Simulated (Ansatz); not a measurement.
Take the following structure.

```cif
data_structure
_symmetry_space_group_name_H-M 'P 1'
_symmetry_Int_Tables_number 1
_cell_length_a 5.5836
_cell_length_b 5.5836
_cell_length_c 5.1560
_cell_angle_alpha 90.000
_cell_angle_beta 90.000
_cell_angle_gamma 120.000
_cell_volume 139.21
loop_
_atom_site_label
_atom_site_type_symbol
_atom_site_fract_x
_atom_site_fract_y
_atom_site_fract_z
_atom_site_occupancy
Zr1 Zr 0.00000 0.66057 0.50000 1
Zr2 Zr 0.00000 0.33943 0.00000 1
Zr3 Zr 0.66057 0.66057 0.00000 1
Zr4 Zr 0.66057 0.00000 0.50000 1
Zr5 Zr 0.33943 0.33943 0.50000 1
Zr6 Zr 0.33943 0.00000 0.00000 1
O1 O 0.66667 0.33333 0.75000 1
O2 O 0.33333 0.66667 0.25000 1
```

Describe what this structure looks like.

Answer. The solid is Zr3O. It takes space group P6_322 (No. 182) on a primitive hexagonal lattice. Counting shared atoms by their share gives 6 Zr, 2 O, or 8 atoms.

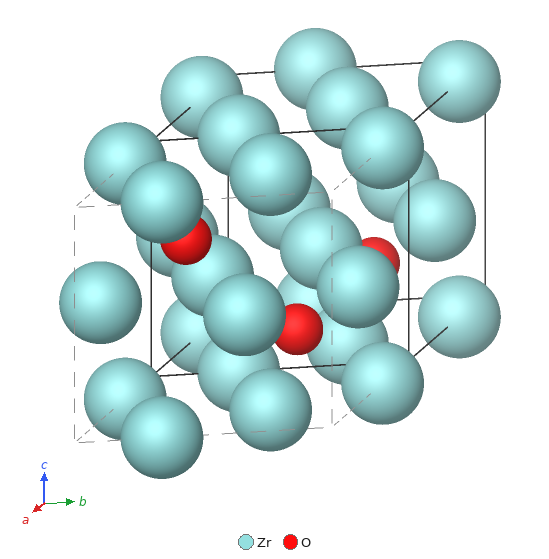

A spheres-only rendering, viewed slightly off an axis. The picture spans 2×1×1 cells, one conventional unit cell being drawn with solid lines.

It goes back to a structure listed in the Materials Project. Earlier steps of the study may have refined or changed the cell and positions. It went into a calculation with Ansatz.
